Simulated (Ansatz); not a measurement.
# Ni: geometry relaxation (part 1 of 4)

System: Ni (15 atoms in the cell).
Method: DFT PBE, scalar-relativistic, plane waves, PAW, spin-polarised (Ansatz 0.2.0).

The structure derives from an entry of the Crystallography Open Database. It belongs to a series of runs on one base structure; here: wire along [1 1 0], 15 atoms a period. Figures and captions count atoms from 1; the log counts them from 0 in places.

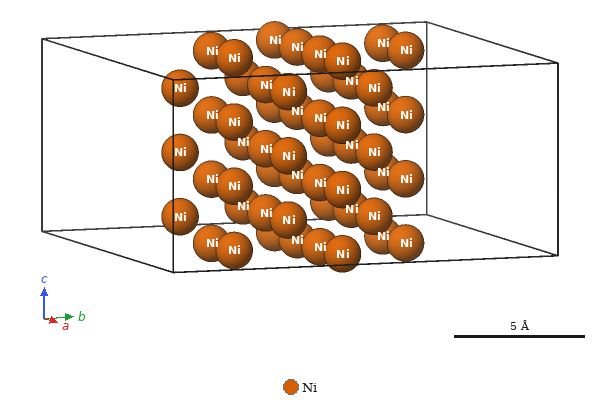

**Figure 1.** The input geometry (spheres-only view of the 3 repeat of the cell, with the vacuum cut short, seen slightly off an axis). An atom can appear more than once, as a periodic image.

**Summary**

| quantity | value |
| --- | --- |
| outcome | converged |
| electrons treated | 270 |
| free energy | −87585.8261 eV |
| Fermi energy | 0.476 eV |
| gap on the k-point mesh | none (metallic) |
| net moment of the cell | 10.56 μB |
| integrated absolute moment | 12.07 μB |
| final volume | 725.20 Å³ |
| largest force (length of the vector) at the end | 0.011 eV/Å |
| hardware | 4 threads of Intel Xeon (Granite Rapids), 32 GiB of memory available, shared host |
| wall time | 12 min (CPU time 48 min) |
| peak memory | 3.8 GiB |

**Remarks**

The program warns: the exchange-correlation potential is rough where the density is thin.

**Input file**
```yaml
crystal:
  lattice:
    - [16.5, 0.0, 0.0]
    - [0.0, 18.1, 0.0]
    - [0.0, 0.0, 2.4879380541]
  atoms:
    - { symbol: Ni, position: [0.2738238133, 0.5485977312, 0.0], spin: 0.75 }
    - { symbol: Ni, position: [0.5753920622, 0.742988656, 0.0], spin: 0.75 }
    - { symbol: Ni, position: [0.5753920622, 0.5485977312, 0.0], spin: 0.75 }
    - { symbol: Ni, position: [0.5753920622, 0.3542068064, 0.0], spin: 0.75 }
    - { symbol: Ni, position: [0.5, 0.6457931936, 0.5], spin: 0.75 }
    - { symbol: Ni, position: [0.5, 0.4514022688, 0.5], spin: 0.75 }
    - { symbol: Ni, position: [0.5, 0.257011344, 0.5], spin: 0.75 }
    - { symbol: Ni, position: [0.3492158755, 0.6457931936, 0.5], spin: 0.75 }
    - { symbol: Ni, position: [0.3492158755, 0.4514022688, 0.5], spin: 0.75 }
    - { symbol: Ni, position: [0.6507841245, 0.6457931936, 0.5], spin: 0.75 }
    - { symbol: Ni, position: [0.6507841245, 0.4514022688, 0.5], spin: 0.75 }
    - { symbol: Ni, position: [0.4246079378, 0.742988656, 0.0], spin: 0.75 }
    - { symbol: Ni, position: [0.4246079378, 0.5485977312, 0.0], spin: 0.75 }
    - { symbol: Ni, position: [0.4246079378, 0.3542068064, 0.0], spin: 0.75 }
    - { symbol: Ni, position: [0.7261761867, 0.5485977312, 0.0], spin: 0.75 }
basis:
  ecutwfc: 420
kpoints:
  mp_grid: { grid: [1, 1, 22] }
hamiltonian:
  xc: pbe
scf:
  occupations: { method: gaussian, width: 0.05 }
  lower_state_search: "off"
output:
  forces: true
  stress: true
  eigenvalues: true
  populations: true
  write_density: true
  write_potential: true
  elf: true
  volumetric_format: npy
magnetization:
  spin_polarized: true
relax:
  adjacent_minimum: "off"
  f_tol: 0.02
  max_steps: 45
  cell: { fix: [a, b, alpha, beta, gamma], stress_tol: 0.03 }
```

Run as:
```bash
ansatz run input.yaml --threads 4 --pin off --max-ram 11264MiB --backend cpu --events-out ev --progress --plain --runs-dir out
```

**The program's output**
```
Engine: ansatz 0.2.0, x86_64-unknown-linux-gnu
Pseudopotentials: kind: paw
Pseudopotential: Ni, paw, valence charge 18, recommended cutoff 420 eV (normal), Ni.paw.azcp
Functional definition: PBE
  parameter kappa = 0.804
  parameter beta = 0.06672455060314922
  exchange = pbe_x(kappa = kappa, mu = beta*pi^2/3)
  correlation = pbe_c(beta = beta)
Crystal: 15 atoms, lattice volume = 743.023 Å³
Basis set: ecut = 420 eV, 14487 PW (Γ), exchange–correlation on 240×250×36 points (8 copies of the dense FFT grid, shifted against one another)
Bands: 169, of which v1, the nominal top of the filled ones, is band 135 counted from 1 (134 counted from 0)
Symmetry: 4 space group operations
Space group: Pmm2 (ITA 25), of the structure as read, at distance tolerance 9.1e-5 Å
Magnetic group: BNS 25.57 (UNI 155), of the structure as read, at distance tolerance 9.1e-5 Å
k-points: 12 of 22
Non-local potential: Ni, projectors of the file, l = 0: 3, l = 1: 2, l = 2: 3, l = 3: 1
PAW form: soft (Blöchl's): semilocal exchange-correlation on the pseudo side does not see the compensation charge
PAW one-centre angular grid: Ni, 590 points (default); XC on 64 Gauss nodes
Initial density: superposition of atomic densities (neutral atoms: chi_scale 0, normalization atom)
Starting moments: Σ|m| = 11.25 μB on 15 of 15 sites
Initial wavefunctions: pseudopotential atomic-orbital guess
Functional: x = pbe(κ = 0.804, μ = 0.2195149727645171), c = pbe(β = 0.06672455060314922)
SCF iter   1: F=—  HF=-87594.179406 eV  |F-HF|=—  |Δ(HF+E_count)|=         —  Δρ=4.90e-2 (↑2.97e-2 ↓4.90e-2)  dr2=8.56e1  dr2_m=2.33e0  M=8.506 μB ∫|m|=8.947 μB  β_m=0.30  ethr=3.10e-3  ⟨swp⟩=9.0  Hψ=20281  notcnv=0  defer=216
preconditioner: auto → LDOS  [metal: Δε(μ)=0.001 eV  Ē_g=7.558 eV  σ=0.050 eV  W_gap=0.01  n_scr=120 (ndim 8)  ℏωp=16.7 eV  f_vac=0.685  D(μ)=43.16/eV (n_scr^D=448)]
spin=Collinear: LDOS preconditioning applied to the charge; magnetization (m = ρ↑ − ρ↓) channel mixes plain (no charge-response kernel on spin).
SCF iter   2: F=—  HF=-87587.393225 eV  |F-HF|=—  |Δ(HF+E_count)|=    6.79e0  Δρ=2.87e-2 (↑1.53e-2 ↓2.87e-2)  dr2=3.55e1  dr2_m=8.90e-1  M=9.613 μB ∫|m|=10.191 μB  β_m=0.30  ethr=3.10e-3  ⟨swp⟩=3.0  Hψ=6564  notcnv=0  defer=571
SCF iter   3: F=—  HF=-87585.090091 eV  |F-HF|=—  |Δ(HF+E_count)|=    2.30e0  Δρ=1.25e-2 (↑1.25e-2 ↓8.79e-3)  dr2=1.63e0  dr2_m=4.25e-1  M=10.252 μB ∫|m|=10.982 μB  β_m=0.30  ethr=3.10e-3  ⟨swp⟩=3.2  Hψ=5727  notcnv=0  defer=571
SCF iter   4: F=—  HF=-87585.152142 eV  |F-HF|=—  |Δ(HF+E_count)|=   6.21e-2  Δρ=1.05e-2 (↑7.84e-3 ↓1.05e-2)  dr2=1.03e0  dr2_m=4.40e-1  M=10.302 μB ∫|m|=11.162 μB  β_m=0.30  ethr=6.03e-4  ⟨swp⟩=3.3  Hψ=5763  notcnv=0  defer=531
SCF iter   5: F=—  HF=-87585.252342 eV  |F-HF|=—  |Δ(HF+E_count)|=   1.00e-1  Δρ=9.96e-3 (↑6.99e-3 ↓9.96e-3)  dr2=1.05e0  dr2_m=3.61e-1  M=10.393 μB ∫|m|=11.372 μB  β_m=0.30  ethr=3.82e-4  ⟨swp⟩=2.0  Hψ=4171  notcnv=0  defer=531
SCF iter   6: F=—  HF=-87585.348821 eV  |F-HF|=—  |Δ(HF+E_count)|=   9.65e-2  Δρ=6.23e-3 (↑5.33e-3 ↓6.23e-3)  dr2=2.45e-1  dr2_m=1.93e-1  M=10.526 μB ∫|m|=11.623 μB  β_m=0.30  ethr=3.82e-4  ⟨swp⟩=2.0  Hψ=4444  notcnv=0  defer=531
SCF iter   7: F=—  HF=-87585.386172 eV  |F-HF|=—  |Δ(HF+E_count)|=   3.74e-2  Δρ=4.73e-3 (↑4.41e-3 ↓4.73e-3)  dr2=1.30e-1  dr2_m=1.24e-1  M=10.560 μB ∫|m|=11.729 μB  β_m=0.30  ethr=9.08e-5  ⟨swp⟩=2.0  Hψ=4460  notcnv=0  defer=531
SCF iter   8: F=—  HF=-87585.412584 eV  |F-HF|=—  |Δ(HF+E_count)|=   2.64e-2  Δρ=4.00e-3 (↑3.55e-3 ↓4.00e-3)  dr2=2.92e-2  dr2_m=9.11e-2  M=10.607 μB ∫|m|=11.850 μB  β_m=0.30  ethr=4.82e-5  ⟨swp⟩=1.9  Hψ=3700  notcnv=0  defer=531
Mixer restart at iter 8: flushing history
spin-set hold released at iteration 8 (site moments contracting): the magnetisation degrees of freedom join the quasi-Newton model from the next iteration; the mixer history was flushed
SCF iter   9: F=—  HF=-87585.427542 eV  |F-HF|=—  |Δ(HF+E_count)|=   1.50e-2  Δρ=3.69e-3 (↑2.93e-3 ↓3.69e-3)  dr2=2.79e-2  dr2_m=6.98e-2  M=10.628 μB ∫|m|=11.945 μB  β_m=0.65  ethr=1.08e-5  ⟨swp⟩=1.9  Hψ=4054  notcnv=0  defer=531
SCF iter  10: F=—  HF=-87585.454980 eV  |F-HF|=—  |Δ(HF+E_count)|=   2.74e-2  Δρ=3.25e-3 (↑9.52e-4 ↓3.25e-3)  dr2=1.01e-1  dr2_m=2.11e-2  M=10.661 μB ∫|m|=12.166 μB  β_m=0.82  ethr=1.03e-5  ⟨swp⟩=2.0  Hψ=5606  notcnv=0  defer=531
SCF iter  11: F=—  HF=-87585.461877 eV  |F-HF|=—  |Δ(HF+E_count)|=   6.90e-3  Δρ=1.53e-3 (↑1.24e-3 ↓1.53e-3)  dr2=9.96e-2  dr2_m=5.23e-3  M=10.677 μB ∫|m|=12.237 μB  β_m=0.83  ethr=1.03e-5  ⟨swp⟩=2.1  Hψ=6670  notcnv=0  defer=526
SCF iter  12: F=—  HF=-87585.462902 eV  |F-HF|=—  |Δ(HF+E_count)|=   1.02e-3  Δρ=2.51e-3 (↑1.07e-3 ↓2.51e-3)  dr2=8.48e-2  dr2_m=4.60e-3  M=10.694 μB ∫|m|=12.267 μB  β_m=0.71  ethr=1.03e-5  ⟨swp⟩=2.0  Hψ=7873  notcnv=0  defer=538
SCF iter  13: F=—  HF=-87585.456480 eV  |F-HF|=—  |Δ(HF+E_count)|=   6.42e-3  Δρ=9.50e-4 (↑7.81e-4 ↓9.50e-4)  dr2=2.11e-2  dr2_m=2.23e-3  M=10.668 μB ∫|m|=12.231 μB  β_m=0.85  ethr=1.03e-5  ⟨swp⟩=2.0  Hψ=5666  notcnv=0  defer=538
SCF iter  14: F=—  HF=-87585.459855 eV  |F-HF|=—  |Δ(HF+E_count)|=   3.37e-3  Δρ=2.01e-3 (↑7.49e-4 ↓2.01e-3)  dr2=3.80e-2  dr2_m=4.53e-3  M=10.687 μB ∫|m|=12.289 μB  β_m=0.72  ethr=7.83e-6  ⟨swp⟩=2.0  Hψ=5479  notcnv=0  defer=538
SCF iter  15: F=—  HF=-87585.459132 eV  |F-HF|=—  |Δ(HF+E_count)|=   7.23e-4  Δρ=4.93e-4 (↑3.63e-4 ↓4.93e-4)  dr2=3.15e-3  dr2_m=4.92e-4  M=10.675 μB ∫|m|=12.282 μB  β_m=0.63  ethr=7.83e-6  ⟨swp⟩=2.0  Hψ=5545  notcnv=0  defer=538
SCF iter  16: F=—  HF=-87585.459345 eV  |F-HF|=—  |Δ(HF+E_count)|=   2.13e-4  Δρ=5.27e-4 (↑2.15e-4 ↓5.27e-4)  dr2=3.81e-3  dr2_m=4.22e-4  M=10.676 μB ∫|m|=12.290 μB  β_m=0.82  ethr=1.17e-6  ⟨swp⟩=2.2  Hψ=5472  notcnv=0  defer=538
SCF iter  17: F=—  HF=-87585.459554 eV  |F-HF|=—  |Δ(HF+E_count)|=   2.09e-4  Δρ=6.66e-4 (↑2.56e-4 ↓6.66e-4)  dr2=6.58e-3  dr2_m=4.43e-4  M=10.675 μB ∫|m|=12.291 μB  β_m=0.89  ethr=1.17e-6  ⟨swp⟩=1.9  Hψ=3850  notcnv=0  defer=538
SCF iter  18: F=—  HF=-87585.459377 eV  |F-HF|=—  |Δ(HF+E_count)|=   1.78e-4  Δρ=4.19e-4 (↑3.96e-4 ↓4.19e-4)  dr2=4.53e-3  dr2_m=9.51e-5  M=10.675 μB ∫|m|=12.292 μB  β_m=0.67  ethr=1.17e-6  ⟨swp⟩=2.0  Hψ=5293  notcnv=0  defer=538
SCF iter  19: F=—  HF=-87585.459314 eV  |F-HF|=—  |Δ(HF+E_count)|=   6.22e-5  Δρ=3.73e-4 (↑2.64e-4 ↓3.73e-4)  dr2=2.65e-3  dr2_m=7.26e-5  M=10.677 μB ∫|m|=12.292 μB  β_m=0.57  ethr=1.17e-6  ⟨swp⟩=2.0  Hψ=5360  notcnv=0  defer=538
SCF iter  20: F=—  HF=-87585.459396 eV  |F-HF|=—  |Δ(HF+E_count)|=   8.17e-5  Δρ=1.32e-4 (↑1.16e-4 ↓1.32e-4)  dr2=1.96e-4  dr2_m=5.46e-5  M=10.677 μB ∫|m|=12.295 μB  β_m=0.64  ethr=9.80e-7  ⟨swp⟩=2.0  Hψ=4183  notcnv=0  defer=538
SCF iter  21: F=—  HF=-87585.459489 eV  |F-HF|=—  |Δ(HF+E_count)|=   9.30e-5  Δρ=1.07e-4 (↑7.29e-5 ↓1.07e-4)  dr2=1.62e-4  dr2_m=8.47e-6  M=10.677 μB ∫|m|=12.296 μB  β_m=0.59  ethr=7.27e-8  ⟨swp⟩=2.3  Hψ=5427  notcnv=0  defer=538
SCF iter  22: F=—  HF=-87585.459483 eV  |F-HF|=—  |Δ(HF+E_count)|=   6.00e-6  Δρ=4.93e-5 (↑4.34e-5 ↓4.93e-5)  dr2=3.38e-5  dr2_m=7.12e-6  M=10.678 μB ∫|m|=12.298 μB  β_m=0.63  ethr=6.01e-8  ⟨swp⟩=2.0  Hψ=5081  notcnv=0  defer=538
SCF iter  23: F=—  HF=-87585.459395 eV  |F-HF|=—  |Δ(HF+E_count)|=   8.80e-5  Δρ=4.34e-5 (↑2.95e-5 ↓4.34e-5)  dr2=1.40e-5  dr2_m=5.15e-6  M=10.678 μB ∫|m|=12.297 μB  β_m=0.75  ethr=1.25e-8  ⟨swp⟩=2.0  Hψ=5306  notcnv=0  defer=538
SCF iter  24: F=—  HF=-87585.459406 eV  |F-HF|=—  |Δ(HF+E_count)|=   1.13e-5  Δρ=6.57e-5 (↑2.63e-5 ↓6.57e-5)  dr2=4.56e-5  dr2_m=5.48e-6  M=10.678 μB ∫|m|=12.297 μB  β_m=0.75  ethr=5.19e-9  ⟨swp⟩=2.8  Hψ=6664  notcnv=0  defer=538  recentre
SCF iter  25: F=—  HF=-87585.459406 eV  |F-HF|=—  |Δ(HF+E_count)|=   1.07e-7  Δρ=5.06e-5 (↑2.01e-5 ↓5.06e-5)  dr2=2.75e-5  dr2_m=3.46e-6  M=10.678 μB ∫|m|=12.297 μB  β_m=0.78  ethr=5.19e-9  ⟨swp⟩=2.5  Hψ=5879  notcnv=0  defer=538
SCF iter  26: F=—  HF=-87585.459408 eV  |F-HF|=—  |Δ(HF+E_count)|=   1.39e-6  Δρ=5.07e-5 (↑3.01e-5 ↓5.07e-5)  dr2=3.28e-5  dr2_m=1.28e-6  M=10.678 μB ∫|m|=12.296 μB  β_m=0.56  ethr=5.19e-9  ⟨swp⟩=2.3  Hψ=5759  notcnv=0  defer=538
SCF iter  27: F=—  HF=-87585.459404 eV  |F-HF|=—  |Δ(HF+E_count)|=   3.34e-6  Δρ=1.47e-5 (↑1.32e-5 ↓1.47e-5)  dr2=3.70e-6  dr2_m=3.03e-7  M=10.678 μB ∫|m|=12.296 μB  β_m=0.64  ethr=5.19e-9  ⟨swp⟩=2.0  Hψ=5296  notcnv=0  defer=538
SCF iter  28: F=—  HF=-87585.459406 eV  |F-HF|=—  |Δ(HF+E_count)|=   1.79e-6  Δρ=2.09e-5 (↑8.87e-6 ↓2.09e-5)  dr2=4.59e-6  dr2_m=4.80e-7  M=10.678 μB ∫|m|=12.296 μB  β_m=0.64  ethr=1.37e-9  ⟨swp⟩=2.6  Hψ=5799  notcnv=0  defer=538
SCF iter  29: F=—  HF=-87585.459407 eV  |F-HF|=—  |Δ(HF+E_count)|=   6.54e-7  Δρ=1.64e-5 (↑4.44e-6 ↓1.64e-5)  dr2=3.45e-6  dr2_m=3.85e-7  M=10.678 μB ∫|m|=12.296 μB  β_m=0.82  ethr=1.37e-9  ⟨swp⟩=2.0  Hψ=4711  notcnv=0  defer=538
SCF iter  30: F=—  HF=-87585.459407 eV  |F-HF|=—  |Δ(HF+E_count)|=   4.25e-7  Δρ=1.93e-5 (↑9.81e-6 ↓1.93e-5)  dr2=6.04e-6  dr2_m=2.30e-7  M=10.678 μB ∫|m|=12.296 μB  β_m=0.66  ethr=1.28e-9  ⟨swp⟩=2.0  Hψ=5061  notcnv=0  defer=538
SCF iter  31: F=—  HF=-87585.459407 eV  |F-HF|=—  |Δ(HF+E_count)|=   1.79e-8  Δρ=1.28e-5 (↑8.30e-6 ↓1.28e-5)  dr2=2.83e-6  dr2_m=8.19e-8  M=10.678 μB ∫|m|=12.296 μB  β_m=0.49  ethr=1.28e-9  ⟨swp⟩=2.0  Hψ=5217  notcnv=0  defer=538
SCF iter  32: F=—  HF=-87585.459407 eV  |F-HF|=—  |Δ(HF+E_count)|=   2.39e-7  Δρ=5.18e-6 (↑3.94e-6 ↓5.18e-6)  dr2=4.76e-7  dr2_m=2.59e-8  M=10.678 μB ∫|m|=12.296 μB  β_m=0.42  ethr=1.05e-9  ⟨swp⟩=2.0  Hψ=4835  notcnv=0  defer=538
iter 33 did not close the SCF: its close was put off until two iterations running show no level that it waits for move by more than its bar (scf_convergence_deferred on its scf_iter line)
SCF iter  33: F=-87585.459407 eV  HF=-87585.459407 eV  |F-HF|=1.47e-7  |Δ(HF+E_count)|=   3.66e-7  Δρ=2.81e-6 (↑2.17e-6 ↓2.81e-6)  dr2=5.95e-8  dr2_m=2.87e-8  M=10.678 μB ∫|m|=12.296 μB  β_m=0.63  ethr=3.70e-11  ⟨swp⟩=21.2  Hψ=36865  notcnv=0
SCF iter  34: F=—  HF=-87585.459407 eV  |F-HF|=—  |Δ(HF+E_count)|=   1.61e-7  Δρ=3.97e-6 (↑1.35e-6 ↓3.97e-6)  dr2=1.87e-7  dr2_m=2.59e-8  M=10.678 μB ∫|m|=12.296 μB  β_m=0.82  ethr=2.20e-11  ⟨swp⟩=2.5  Hψ=5340  notcnv=0
SCF iter  35: F=—  HF=-87585.459407 eV  |F-HF|=—  |Δ(HF+E_count)|=   1.12e-8  Δρ=3.10e-6 (↑1.13e-6 ↓3.10e-6)  dr2=1.15e-7  dr2_m=1.13e-8  M=10.678 μB ∫|m|=12.296 μB  β_m=0.66  ethr=2.20e-11  ⟨swp⟩=2.3  Hψ=5359  notcnv=0
SCF iter  36: F=-87585.459407 eV  HF=-87585.459407 eV  |F-HF|=2.62e-8  |Δ(HF+E_count)|=   1.44e-8  Δρ=1.27e-6 (↑9.33e-7 ↓1.27e-6)  dr2=2.34e-8  dr2_m=3.26e-9  M=10.678 μB ∫|m|=12.296 μB  ethr=2.20e-11  ⟨swp⟩=12.8  Hψ=27543  notcnv=0
SCF 1 converged in 36 iterations: F = -87585.459407 eV  dr2 = 2.34e-8
  greatest PAW one-centre occupation: 1.001 electrons in one spin orbital (limit 2), on the Ni atom at site 6 (counted from 0), in its partial waves of l = 1
relax step   1: F+E_penalty+E_count = -87585.45940733 eV  Δ(F+E_penalty+E_count) = +0.000e0 eV  max|allowed force component| = 9.549e-1 eV/Å  Δτ_max = 0.0000 Å  P = -1.932 GPa  Ω = 743.023 Å³  fix = [a, b, alpha, beta, gamma]  reactions: a -1.492, b -1.802 GPa  (36 SCF iters, dr2 threshold 1.00e-7 eV, accepted)
Crystal: 15 atoms, lattice volume = 734.719 Å³
Basis set: ecut = 420 eV, 14239 PW (Γ), exchange–correlation on 240×250×36 points (8 copies of the dense FFT grid, shifted against one another)
Initial density: handed on by an earlier stage of this run
Starting moments: Σ|m| = 11.25 μB on 15 of 15 sites; this step starts from the density that it was given
Initial wavefunctions: those handed on with the density
iter 1 solved again at ethr=4.12e-4 eV; its pass at ethr=3.10e-3 eV (dr2=1.11e0 eV) is discarded
```
